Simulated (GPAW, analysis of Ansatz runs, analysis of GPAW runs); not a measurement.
# Charge-transition level of the bond-centred H in GaP (PBEsol) (GPAW), part 2 of 4

Aim: the charge-transition level of the bond-centred H in GaP, to be set beside the measurement. Set-up: PBEsol, plane waves 500 eV, 32-site cell, PBEsol lattice, k: the single point 1/4 1/4 1/4 then 2x2x2 shifted, dielectric constants 9.1 and 11.1 (handbook). The model is a cell of 32 host atoms with 1 H put in. The level is the Fermi energy at which two charge states have equal formation energy, after a correction for the images of the charge. A local or semilocal functional is the cheapest first rung.

GPAW 26.7.0; PBEsol, plane waves 500 eV, 32-site cell, PBEsol lattice, k: the single point 1/4 1/4 1/4 then 2x2x2 shifted, dielectric constants 9.1 and 11.1 (handbook).

So far: Starting point; Relaxation, charge +1.

## (2) Relaxation, charge +1 (continued)

Level of this step: GPAW plane-wave PAW DFT, PBEsol; relaxation of all atoms of a defect supercell (GPAW).

The steps of the relaxation (22 of 26):

| step | energy less that of the first step (eV) |
| --- | --- |
| 0 | 0.0000 |
| 1 | -0.3921 |
| 2 | -0.6990 |
| 4 | -0.8084 |
| 5 | -0.8622 |
| 6 | -0.8662 |
| 7 | -0.8720 |
| 8 | -0.8736 |
| 10 | -0.8762 |
| 11 | -0.8776 |
| 12 | -0.8783 |
| 13 | -0.8786 |
| 14 | -0.8789 |
| 15 | -0.8791 |
| 17 | -0.8793 |
| 18 | -0.8794 |
| 19 | -0.8795 |
| 20 | -0.8796 |
| 21 | -0.8797 |
| 23 | -0.8799 |
| 24 | -0.8800 |
| 25 | -0.8801 |

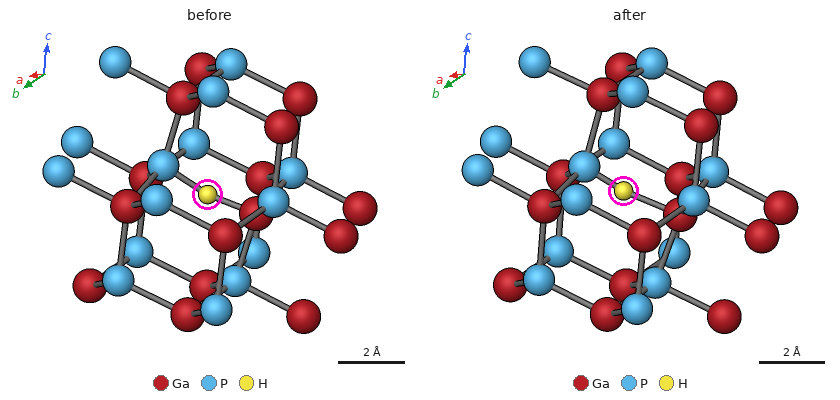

Before and after: the atoms that start within 5 Å of the centre. H33, which moves most, is ringed if it is among them.

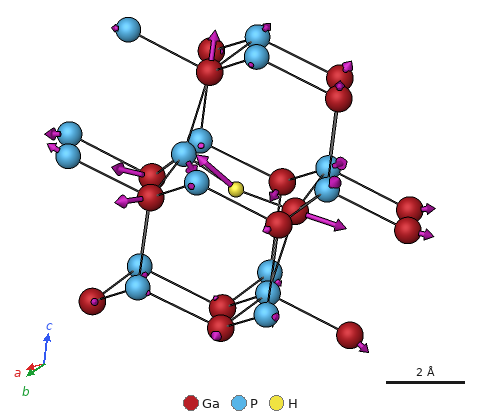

Displacements in the relaxation near the centre, exaggerated; the longest in the cell stands for 0.17 Å.

The atoms that moved most (Å):

| atom | dx | dy | dz | length |
| --- | --- | --- | --- | --- |
| H33 | 0.138 | 0.053 | -0.076 | 0.166 |
| Ga7 | -0.055 | -0.100 | 0.089 | 0.145 |
| Ga16 | -0.015 | 0.088 | -0.103 | 0.137 |
| Ga9 | 0.081 | 0.081 | 0.025 | 0.117 |
| Ga12 | 0.046 | -0.060 | -0.074 | 0.106 |
| P23 | -0.046 | 0.027 | 0.060 | 0.080 |
| P22 | -0.056 | -0.042 | -0.036 | 0.079 |
| P19 | 0.054 | -0.042 | 0.030 | 0.074 |

Final coordinates:

```xyz
33
Lattice="-5.4810 5.4810 -5.4810 5.4810 5.4810 5.4810 5.4810 -5.4810 -5.4810" Properties=species:S:1:pos:R:3 pbc="T T T"
Ga   -0.0272   -0.0281    0.0003
Ga    5.4513   -2.7396   -2.7127
Ga    5.4879   -0.0289   -0.0239
Ga    5.4822    2.7638    2.7635
Ga    2.7254   -2.7229   -5.4991
Ga    2.7620   -0.0283   -2.7481
Ga    2.4205    2.3965    0.3339
Ga    2.7642    5.4857    2.7614
Ga    0.0660    0.0784   -5.4428
Ga   -0.0130    2.7655   -2.7400
Ga   -0.0110    5.4808   -0.0260
Ga    5.5305    2.6935   -2.7993
Ga   -2.7411    2.7338   -5.4779
Ga   -2.7438    5.4533   -2.7140
Ga    2.7478    2.7431   -5.4715
Ga    2.7102    5.5787   -2.8349
P     4.1208   -4.0620   -4.1596
P     4.0976   -1.3828   -1.3585
P     4.1539    1.3199    1.4146
P     4.1004    4.1022    4.1213
P     1.3652   -1.3721   -4.1094
P     1.3334    1.3231   -1.4059
P     1.3339    4.1408    1.4132
P     6.8509    1.3628   -1.3687
P    -1.3712    1.3790   -4.1001
P    -1.3764    4.1070   -1.3662
P     4.1085    1.3545   -4.1179
P     4.3099    4.3424   -1.5878
P    -4.0968    4.1143   -4.1257
P     1.3984    1.3997   -6.8596
P     1.3731    4.1096   -4.1117
P     1.3696    6.8571   -1.3713
H     3.3631    3.6432   -0.7729
```

Neighbours of H33 at the end:

| atom | distance (Å) |
| --- | --- |
| P28 | 1.432 |
| Ga7 | 1.915 |
| Ga16 | 2.902 |
| Ga9 | 3.016 |
| P23 | 3.024 |
| Ga12 | 3.115 |
| P22 | 3.147 |
| P19 | 3.288 |

First to last step the energy falls by 0.880 eV; the largest move, 0.17 Å, is that of H33.

## (3) Single point, charge +1

The relaxed structure is kept, and the final numbers are taken at the final level and k-points.

This step: GPAW plane-wave PAW DFT, PBEsol; single point of a defect supercell.

The input, run.py:

```python
import numpy as np
from ase.io import read, write
from ase.parallel import parprint, world
from gpaw import GPAW, PW
from gpaw import setup_paths

setup_paths.insert(0, '.')
atoms = read('POSCAR')
calc = GPAW(mode=PW(500),
            xc='PBEsol',
            kpts={'size': (2, 2, 2), 'gamma': False},
            charge=1,
            occupations={'name': 'fermi-dirac', 'width': 0.01},
            nbands=72,
            convergence={'density': 1e-05, 'bands': 69},
            maxiter=150,
            symmetry={'point_group': False},
            txt='gpaw.txt')
atoms.calc = calc
energy = atoms.get_potential_energy()
forces = atoms.get_forces()
parprint(f'Energy: {energy:.6f} eV, largest force {np.linalg.norm(forces, axis=1).max():.4f} eV/A')
calc.write('gs.gpw')
write('final.xyz', atoms)
for s in range(calc.get_number_of_spins()):
    parprint('Levels (eV), spin', s, calc.get_eigenvalues(kpt=0, spin=s)[-16:].round(3))
field = calc.get_electrostatic_potential()
if world.rank == 0:
    np.save('potential.npy', field)
field = calc.get_pseudo_density()
if world.rank == 0:
    np.save('density.npy', field)
```

The input, POSCAR:

```
Ga P  H 
 1.0000000000000000
    -5.4810105820480155    5.4810105820480164   -5.4810105820480164
     5.4810105820480164    5.4810105820480164    5.4810105820480164
     5.4810105820480164   -5.4810105820480182   -5.4810105820480173
 Ga  P   H  
  16  16   1
Direct
 -0.0025939021257441 -0.0050406361356954 -0.0025098263895086
 -0.0024531196936636  0.2473758469726162  0.7447587573302440
[... 4 atom lines left out ...]
  0.1881565214228527  0.4394282092591844  0.1903446388914232
[... 1 atom line left out ...]
  0.5036643851850559  0.0131692009930456  0.5025342943181840
[... 1 atom line left out ...]
  0.5023521436025352  0.4989805746695128  0.0013735651276897
  0.5010708862696263  0.7502281976006550  0.7598783887849664
[... 3 atom lines left out ...]
  0.7675196146817338  0.7561487015869608  0.5058477763354386
[... 2 atom lines left out ...]
 -0.0086378021518635  0.4993440003499018  0.2498936545545243
[... 2 atom lines left out ...]
  0.2489513009643092  0.2423389856882353  0.2498912471517648
  0.2488221824396493  0.4994265845728701 -0.0072281086502112
[... 4 atom lines left out ...]
  0.5409834610996236  0.7893010367776920  0.5380141336815548
[... 2 atom lines left out ...]
  0.7499791002892076  0.5001589002544248  0.5003434656707569
  0.7506225591819077  0.7504676808091527  0.2500328195841445
  0.4028494876897242  0.6391387404858894  0.3772945251689869
```

Run with:

```console
gpaw-setup -f PBEsol Ga H P
OMP_NUM_THREADS=1 mpirun -n 4 gpaw python run.py > stdout
```

The log of the run:

```text
__  _  _
 | _ |_)|_||  |
 |__||  | ||/\| - 26.7.0

Input parameters:
  mode=PW(ecut=500.0),
  charge=1,
  convergence={'density': 1e-05, 'bands': 69},
  kpts=MonkhorstPack(size=(2, 2, 2), gamma=False),
  maxiter=150,
  nbands=72,
  occupations=Occupations(name='fermi-dirac', width=0.01),
  symmetry=Symmetry(point_group=False),
  xc=XC(name='PBEsol')

Diagonalizing LCAO Hamiltonian
Converting LCAO to pw mode

                                P
                              Ga

                                   Ga
                       Ga P
                           P   P
                           Ga H
                   P             P
                Ga  Ga        Ga Ga
                     Ga P          Ga P
            P             P  P
                           Ga
                 P             P
               Ga     P     Ga  Ga
                    Ga
                        P  P
                         Ga

Atoms  # Å, Bohr magnetons
|    | symbol |         x |         y |         z |    initial magnetic moments |
|----|--------|-----------|-----------|-----------|-----------------------------|
|  0 |     Ga | -0.027167 | -0.028089 |  0.000346 | ( 0.0000,  0.0000,  0.0000) |
|  1 |     Ga |  5.451346 | -2.739607 | -2.712715 | ( 0.0000,  0.0000,  0.0000) |
|  2 |     Ga |  5.487871 | -0.028944 | -0.023921 | ( 0.0000,  0.0000,  0.0000) |
|  3 |     Ga |  5.482180 |  2.763827 |  2.763512 | ( 0.0000,  0.0000,  0.0000) |
|  4 |     Ga |  2.725418 | -2.722853 | -5.499148 | ( 0.0000,  0.0000,  0.0000) |
|  5 |     Ga |  2.761974 | -0.028324 | -2.748124 | ( 0.0000,  0.0000,  0.0000) |
|  6 |     Ga |  2.420504 |  2.396518 |  0.333942 | ( 0.0000,  0.0000,  0.0000) |
|  7 |     Ga |  2.764228 |  5.485720 |  2.761420 | ( 0.0000,  0.0000,  0.0000) |
|  8 |     Ga |  0.065986 |  0.078375 | -5.442805 | ( 0.0000,  0.0000,  0.0000) |
|  9 |     Ga | -0.013018 |  2.765548 | -2.740035 | ( 0.0000,  0.0000,  0.0000) |
| 10 |     Ga | -0.010951 |  5.480787 | -0.026008 | ( 0.0000,  0.0000,  0.0000) |
| 11 |     Ga |  5.530535 |  2.693482 | -2.799268 | ( 0.0000,  0.0000,  0.0000) |
| 12 |     Ga | -2.741097 |  2.733808 | -5.477861 | ( 0.0000,  0.0000,  0.0000) |
| 13 |     Ga | -2.743775 |  5.453270 | -2.713993 | ( 0.0000,  0.0000,  0.0000) |
| 14 |     Ga |  2.747813 |  2.743067 | -5.471548 | ( 0.0000,  0.0000,  0.0000) |
| 15 |     Ga |  2.710233 |  5.578685 | -2.834881 | ( 0.0000,  0.0000,  0.0000) |
| 16 |      P |  4.120847 | -4.062030 | -4.159580 | ( 0.0000,  0.0000,  0.0000) |
| 17 |      P |  4.097603 | -1.382830 | -1.358460 | ( 0.0000,  0.0000,  0.0000) |
| 18 |      P |  4.153923 |  1.319896 |  1.414584 | ( 0.0000,  0.0000,  0.0000) |
| 19 |      P |  4.100398 |  4.102212 |  4.121303 | ( 0.0000,  0.0000,  0.0000) |
| 20 |      P |  1.365230 | -1.372078 | -4.109359 | ( 0.0000,  0.0000,  0.0000) |
| 21 |      P |  1.333414 |  1.323111 | -1.405899 | ( 0.0000,  0.0000,  0.0000) |
| 22 |      P |  1.333948 |  4.140777 |  1.413183 | ( 0.0000,  0.0000,  0.0000) |
| 23 |      P |  6.850858 |  1.362794 | -1.368677 | ( 0.0000,  0.0000,  0.0000) |
| 24 |      P | -1.371235 |  1.378954 | -4.100062 | ( 0.0000,  0.0000,  0.0000) |
| 25 |      P | -1.376432 |  4.107004 | -1.366190 | ( 0.0000,  0.0000,  0.0000) |
| 26 |      P |  4.108537 |  1.354547 | -4.117917 | ( 0.0000,  0.0000,  0.0000) |
| 27 |      P |  4.309892 |  4.342442 | -1.587830 | ( 0.0000,  0.0000,  0.0000) |
| 28 |      P | -4.096829 |  4.114295 | -4.125748 | ( 0.0000,  0.0000,  0.0000) |
| 29 |      P |  1.398359 |  1.399723 | -6.859639 | ( 0.0000,  0.0000,  0.0000) |
| 30 |      P |  1.373121 |  4.109632 | -4.111655 | ( 0.0000,  0.0000,  0.0000) |
| 31 |      P |  1.369584 |  6.857059 | -1.371281 | ( 0.0000,  0.0000,  0.0000) |
| 32 |      H |  3.363059 |  3.643193 | -0.772851 | ( 0.0000,  0.0000,  0.0000) |

Unit cell  # Å
| periodic |         x |         y |         z |  lengths |     angles |
|----------|-----------|-----------|-----------|----------|------------|
|      yes | -5.481011 |  5.481011 | -5.481011 | 9.493389 | 109.471221 |
|      yes |  5.481011 |  5.481011 |  5.481011 | 9.493389 | 109.471221 |
|      yes |  5.481011 | -5.481011 | -5.481011 | 9.493389 | 109.471221 |

Number of symmetries: 1
Symmetry operations  # r_c * U_cc + t_c -> r_c
|   | kind |            matrix            |
|---|------|------------------------------|
| 0 |  E   |  1, 0, 0,  0, 1, 0,  0, 0, 1 |

BZ-sampling:
  Number of BZ points: 8
  Number of IBZ points: 4

  Monkhorst-Pack size: [2, 2, 2]
  Monkhorst-Pack shift: [0, 0, 0]

K-points  # in reciprocal-cell coordinates
|   |                                coordinates |     weight |
|---|--------------------------------------------|------------|
| 0 | (  0.25000000,  -0.25000000,  -0.25000000) | 0.25000000 |
| 1 | (  0.25000000,  -0.25000000,   0.25000000) | 0.25000000 |
| 2 | (  0.25000000,   0.25000000,  -0.25000000) | 0.25000000 |
| 3 | (  0.25000000,   0.25000000,   0.25000000) | 0.25000000 |

Plane wave coefficients: 16776
Cutoff: 500.0 eV

Spin-components: 1 (collinear spins)
Bands:           72
Projectors:      163
Spin-degeneracy: 2
Datatype:        complex128

Density:
  Valence electrons: 129.0
  Components: 1
  Grid points: [49 49 49]
[...]
type: gauss
      rc: 0.30  # [Å]
      lmax: 2
    cutoffs:
      filter: 1.69  # [Å]
      core: 1.81  # [Å]
    projectors
    | kind |    occ | energy [eV] | rcut [Å] |
    |------|--------|-------------|----------|
    |   3s |  2.000 |     -13.916 |    0.953 |
    |   3p |  3.000 |      -5.479 |    0.953 |
    |    s |        |      13.296 |    0.953 |
    |    p |        |      21.732 |    0.953 |
    |    d |        |       0.000 |    0.953 |

    Using partial waves for P as LCAO basis

  H:
    name:    Hydrogen
    Z:       1.0
    valence: 1
    core:    0
    charge:  0.0  # [|e|]
    compensation charges:
      type: gauss
      rc: 0.15  # [Å]
      lmax: 2
    cutoffs:
      filter: 0.85  # [Å]
      core: 0.53  # [Å]
    projectors
    | kind |    occ | energy [eV] | rcut [Å] |
    |------|--------|-------------|----------|
    |   1s |  1.000 |      -6.334 |    0.476 |
    |    s |        |      20.878 |    0.476 |
    |    p |        |       0.000 |    0.476 |

    Using partial waves for H as LCAO basis

Reference energy: -994113.478596  # eV

eigensolver:
  PPCG
  Converge bands: 69
  niter=2

density mixing:
  MSR1-Mixer
  Pratt-step length: 0.05
  Maximum mixing coefficient: 0.75
  Old densities: 10
  SVD Regularization: 0.005
  Good broyden scale: 1.0
  Trust region scale: 1.0
  Backstep threshold: 4.0
  History deletion threshold: 6.0
  Fourier metric: weight=20.0, sigma=0.015

occupation numbers:
  Fermi-Dirac:
    width: 0.0100  # eV

poisson solver:
  ecut: 4000.0  # eV
  uniform background charge: 1.0  # electrons

xc functional:
  name: PBEsol with 2 nearest neighbor stencil

Initialization done in: 5.555 s

convergence criteria:
- Maximum integral of absolute [dens]ity change: 1e-05 electrons / valence electron
- Maximum [total energy] change in last 3 cyles: 0.0005 eV / valence electron
- Maximum integral of absolute [eigenst]ate change: 4e-08 eV^2 / valence electron
maximum number of iterations: 150

SCF iterations
|iter     | |      energy | eigst |  dens |
|---------|-|-------------|-------|-------|
|iter:   1| | -168.043213 | -0.05 |       |
|iter:   2| | -167.593673 | -1.55 | -0.83 |
|iter:   3| | -165.216422 | -1.56 | -0.87 |
|iter:   4| | -164.851214 | -1.66 | -1.30 |
|iter:   5| | -164.783007 | -2.13 | -1.81 |
|iter:   6| | -164.780285 | -2.63 | -2.18 |
|iter:   7| | -164.780975c| -2.87 | -2.59 |
|iter:   8| | -164.780956c| -3.06 | -3.12 |
|iter:   9| | -164.780930c| -3.22 | -3.53 |
|iter:  10| | -164.780932c| -3.38 | -4.05 |
|iter:  11| | -164.780932c| -3.54 | -4.49 |
|iter:  12| | -164.780932c| -3.73 | -4.98 |
|iter:  13| | -164.780932c| -3.86 | -5.30c|
|iter:  14| | -164.780932c| -4.11 | -5.66c|
|iter:  15| | -164.780932c| -4.29 | -6.17c|
|iter:  16| | -164.780932c| -4.47 | -6.70c|
|iter:  17| | -164.780932c| -4.64 | -6.98c|
|iter:  18| | -164.780932c| -4.79 | -7.49c|
|iter:  19| | -164.780932c| -4.92 | -7.90c|
|iter:  20| | -164.780932c| -5.05 | -8.33c|
|iter:  21| | -164.780932c| -5.16 | -8.64c|
|iter:  22| | -164.780932c| -5.26 | -9.11c|
|iter:  23| | -164.780932c| -5.34 | -9.45c|
|iter:  24| | -164.780932c| -5.43 | -9.81c|
|iter:  25| | -164.780932c| -5.50 |-10.38c|
|iter:  26| | -164.780932c| -5.58 |-10.70c|
|iter:  27| | -164.780932c| -5.66 |-11.17c|
|iter:  28| | -164.780932c| -5.72 |-11.54c|
|iter:  29| | -164.780932c| -5.82 |-12.01c|
|iter:  30| | -164.780932c| -5.89 |-12.42c|
|iter:  31| | -164.780932c| -5.97 |-12.78c|
|iter:  32| | -164.780932c| -6.08 |-13.22c|
|iter:  33| | -164.780932c| -6.16 |-13.71c|
|iter:  34| | -164.780932c| -6.29 |-14.10c|
[...]
|iter:  43| | -164.780932c| -7.18 |-15.39c|
|iter:  44| | -164.780932c| -7.20 |-15.39c|
|iter:  45| | -164.780932c| -7.29 |-15.38c|
|iter:  46| | -164.780932c| -7.31 |-15.38c|
|iter:  47| | -164.780932c| -7.37 |-15.40c|
|iter:  48| | -164.780932c| -7.40c|-15.37c|

Converged in 48 steps
SCF loop duration: 355.161 s (7.399 s/step)
Energy contributions relative to reference atoms: (reference = -994113.478596)

Energy contributions:
  Kinetic:         337.432122
  Coulomb:        -310.940314
  Zero:              0.163346
  External:          0.000000
  Xc:             -191.436086
  Entropy:          -0.000000
  Spinorbit:         0.000000
  ----------------------------
  Free energy:    -164.780932
  Extrapolated:   -164.780932

dipole moment: (-52.915182, 3.521859, -113.610490)  # |e|*Ang

Fermi level: 5.105
Eigenvalues  # (at kpt = [0.250, -0.250, -0.250])
| band index |      eig [eV] | occ [0-2] |
|------------|---------------|-----------|
|          0 |        -7.509 |     2.000 |
|        ... |               |           |
|         56 |         3.414 |     2.000 |
|         57 |         3.471 |     2.000 |
|         58 |         3.495 |     2.000 |
|         59 |         3.533 |     2.000 |
|         60 |         3.551 |     2.000 |
|         61 |         3.668 |     2.000 |
|         62 |         4.015 |     2.000 |
|         63 |         4.041 |     2.000 |
|         64 |         6.123 |     0.000 |
|         65 |         6.647 |     0.000 |
|         66 |         6.986 |     0.000 |
|         67 |         7.167 |     0.000 |
|         68 |         7.280 |     0.000 |
|         69 |         7.294 |     0.000 |
|         70 |         7.367 |     0.000 |
|         71 |         7.530 |     0.000 |

Gap: 2.017 eV
Transition (v -> c):
  (s=0, k=3, n=63, [0.25, 0.25, 0.25]) -> (s=0, k=2, n=64, [0.25, 0.25, -0.25])
Direct/indirect transitions are different
Direct gap: 2.062 eV
Transition at: (s=0, k=2, n=63, [0.25, 0.25, -0.25])

Forces  # eV/Ang
|        x |        y |        z |
|----------|----------|----------|
|  0.00296 |  0.00708 |  0.00785 |  # Ga   0
|  0.00994 | -0.01050 | -0.00358 |  # Ga   1
| -0.00204 |  0.01361 |  0.00668 |  # Ga   2
|  0.00124 | -0.00244 | -0.01384 |  # Ga   3
| -0.01678 |  0.00479 | -0.00534 |  # Ga   4
| -0.00432 |  0.01673 |  0.00852 |  # Ga   5
|  0.04014 |  0.04474 | -0.04427 |  # Ga   6
| -0.00539 | -0.00885 | -0.01718 |  # Ga   7
| -0.01586 | -0.01899 |  0.00784 |  # Ga   8
|  0.00688 | -0.00401 |  0.00354 |  # Ga   9
[...]
| -0.00209 |  0.02078 | -0.00450 |  # P   28
| -0.00568 |  0.00162 | -0.02195 |  # P   29
|  0.00259 | -0.00091 | -0.00098 |  # P   30
|  0.00647 | -0.00258 |  0.00981 |  # P   31
| -0.08507 | -0.10122 |  0.09543 |  # H   32

# Writing to gs.gpw (mode='')
```

Wall time 6.2 min (4 MPI ranks of Arm Neoverse N1, shared host); peak memory 1.8 GiB; 25 min of CPU time.

(Part 2 of 4 ends here.)

[Logs are printed without paths, hosts, clocks, repeated set-up lines and the standing remarks that a program may print on its own settings, such as how far it seeks lower states.]

[Hosts, paths, dates, database ids (printed as entryN), source tags and the programs' standing remarks are cut or masked in the printed files.]

[For some hosts the program warned that the k-mesh of the response run may be too coarse for force constants and the static dielectric constant; such warnings are not shown here.]
